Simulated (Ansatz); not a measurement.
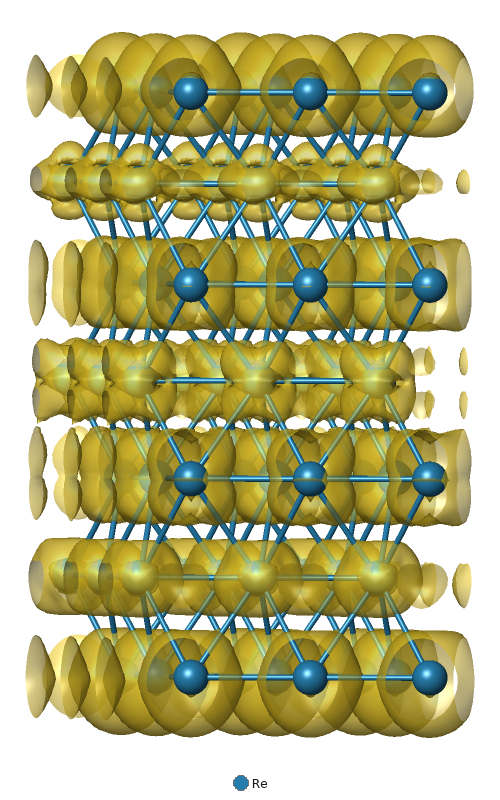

Density of all states between +0.25 and +0.50 eV (zero: the Fermi level) of Re(001) (P6_3/mmc bulk, the cell from a database of computed structures, not from a measurement, 7 atomic planes (those closer than 0.6 Å count as one), 13 Å): yellow isosurface at 1.4 × 10⁻² e/Å³, seen from the side.

The picture shows the smooth PAW orbitals' density alone, which lacks about 12 % of these states' charge, near the nuclei; the shares below count all of it.

Theory: DFT LDA, scalar-relativistic, plane waves, PAW (Ansatz 0.2.0). Cutoff 420 eV, 21 × 21 k-points, Gaussian smearing 0.1 eV, dipole correction. The slab is a cut without reconstruction beyond its cell, at the source's lattice constants, with its lower half held fixed and the rest relaxed. No spin polarisation. Spin–orbit coupling is left out; with Re it can shift levels and gaps. The run couldn't confirm all of its levels under its output density. The run warns that the functional's potential is rough in the thin density of the vacuum, where the tip is; weak contrasts and barriers may feel it.

Q: How is this energy window spread over the atomic planes?

A: The window holds 1.5 states per cell. Shares by plane (space cut midway between planes), top to bottom: Re 18 %, Re 9 %, Re 15 %, Re 11 %, Re 15 %, Re 11 %, Re 22 %; the outer planes' shares include the vacuum, and density in a gap between layers is shared out between the planes on either side.
